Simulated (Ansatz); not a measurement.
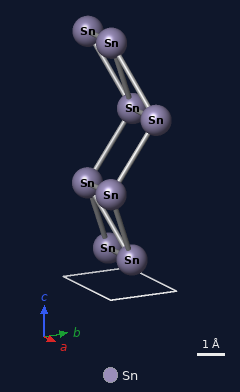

Starting structure of a slab of composition Sn (cut from the I4/mmm phase). Style: ball-and-stick. Shown: the 2 × 1 repeat of the cell, outlined in the plane, without the vacuum, slightly off an axis.

Case: (1 0 1) slab, atoms relaxed. The slab is the (1 0 1) face of Sn.

All numbers below come from Ansatz 0.2.0, DFT PBEsol, scalar-relativistic, plane waves, PAW.

The input:
```yaml
crystal:
  lattice:
    - [3.2346532646, 0.0, 0.0]
    - [-1.6173266323, 3.006042336, 0.0]
    - [0.0, 0.0, 23.1797465242]
  atoms:
    - { symbol: Sn, position: [0.2894711528, 0.5789423056, 0.3235583268] }
    - { symbol: Sn, position: [0.5789423056, 0.1578846112, 0.4411861089] }
    - { symbol: Sn, position: [0.8684134584, 0.7368269168, 0.5588138911] }
    - { symbol: Sn, position: [0.1578846112, 0.3157692224, 0.6764416732] }
basis:
  ecutwfc: 420
kpoints:
  mp_grid: { grid: [12, 12, 1] }
hamiltonian:
  xc: pbesol
scf:
  occupations: { method: gaussian, width: 0.1 }
output:
  forces: true
  eigenvalues: true
relax:
  adjacent_minimum: "off"
  f_tol: 0.02
  max_steps: 60
efield:
  axis: 3
  dipole_correction: true
```

Q: What does the optimiser find from here?

A: The energy falls by 22.8 meV per cell of the calculation in 2 geometry steps. The largest force component goes from 0.26 to 0.014 eV/Å. The largest moves relative to the layer's centre, 0.065 Å, are those of Sn1 and Sn4. Sn4 goes at 45° to the normal (−c side). The cell stays as it was. Near-neighbour distances that change, for instance: Sn1–Sn2 3.414 → 3.314 Å, Sn2–Sn3 3.414 → 3.505 Å, Sn2–Sn3 (another image) 3.235 → 3.319 Å, Sn1–Sn2 (another image) 3.235 → 3.180 Å.

The end point in the same view:

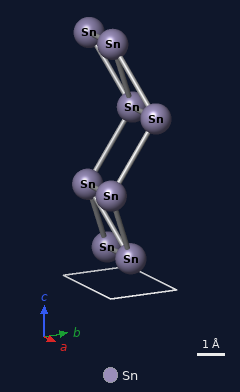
